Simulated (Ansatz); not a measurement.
```cif
data_structure
_symmetry_space_group_name_H-M 'P 1'
_symmetry_Int_Tables_number 1
_cell_length_a 5.6635
_cell_length_b 5.6635
_cell_length_c 5.6635
_cell_angle_alpha 90.000
_cell_angle_beta 90.000
_cell_angle_gamma 90.000
_cell_volume 181.66
loop_
_atom_site_label
_atom_site_type_symbol
_atom_site_fract_x
_atom_site_fract_y
_atom_site_fract_z
_atom_site_occupancy
Be1 Be 0.00000 0.00000 0.00000 1
Be2 Be 0.50000 0.50000 0.00000 1
Be3 Be 0.50000 0.00000 0.50000 1
Be4 Be 0.00000 0.50000 0.50000 1
Te1 Te 0.25000 0.75000 0.75000 1
Te2 Te 0.75000 0.25000 0.75000 1
Te3 Te 0.75000 0.75000 0.25000 1
Te4 Te 0.25000 0.25000 0.25000 1
```

Space group F-43m; a structure from a database of computed crystals, not necessarily the ambient phase.

Level of theory: DFT PBE, scalar-relativistic, plane waves, PAW in Ansatz 0.2.0.

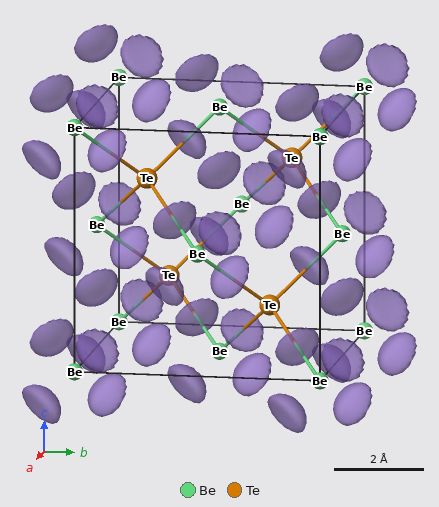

BeTe. Isosurface of the ELF at 0.8 (purple), seen slightly off an axis. Only the valence region is drawn (cores and ρ < 0.01 e/Å³ removed). Sticks mark near contacts.

In a PAW calculation such maps are meaningful between the atoms, not at the nuclei.

**Where are the electrons localised?**

At this value the surface marks out 16 regions between bonded Be–Te atoms (shared pairs), counted in one cell of 8 atoms. Any copies at cell faces, edges or corners count once. Profiles from the grid: Be–Te (2.45 Å): the ELF peaks at about 0.90 between the atoms, as expected for a shared electron pair.

**Does the calculation give a band gap?**

It is gapped, with a Kohn–Sham gap of 2.0 eV on the k-point mesh, an upper bound to the gap of this method.
